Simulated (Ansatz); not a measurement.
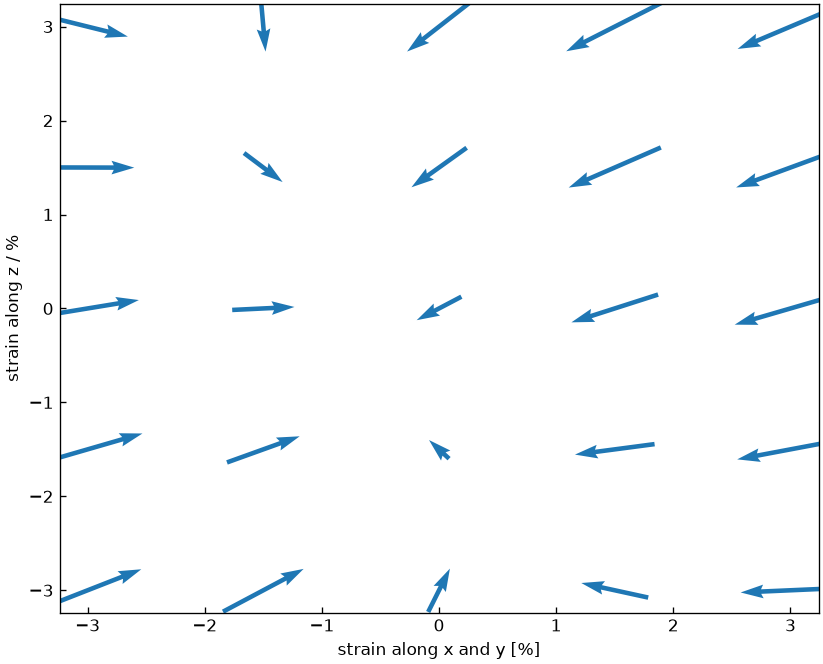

Ti (P6_3/mmc, No. 194; 2 atoms in the cell). The cell is strained homogeneously, by one strain along x and y and another along z, with fractional coordinates fixed (x along [1 0 0], z along [0 0 1] of the conventional cell). First axis: strain along x and y. Second axis: strain along z. The grid has 5 × 5 points. The reference cell is the one listed in the database, not relaxed at this level. These are results of Ansatz, DFT PBE, scalar-relativistic, plane waves, PAW, not measurements. Settings: cutoff 420 eV, k-mesh 18×18×10 in the order of the run's cell vectors, gaussian smearing 0.15 eV, no spin polarisation.

Drawn: arrows along the force (downhill), their lengths compressed.

The arrows alone are given. Where is the energy lowest?

Answer. The arrows converge at about strain along x and y = −0.4 %, strain along z = −0.8 % (read from the interpolated surface).

The energy map of the same scan:

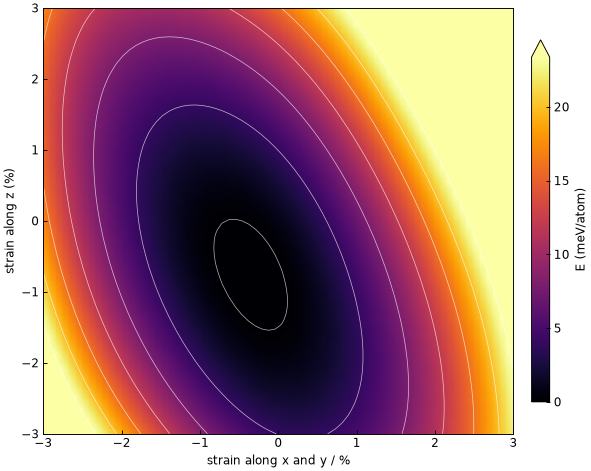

Energies are in meV/atom, from the lowest grid point; between grid points the surface is interpolated.
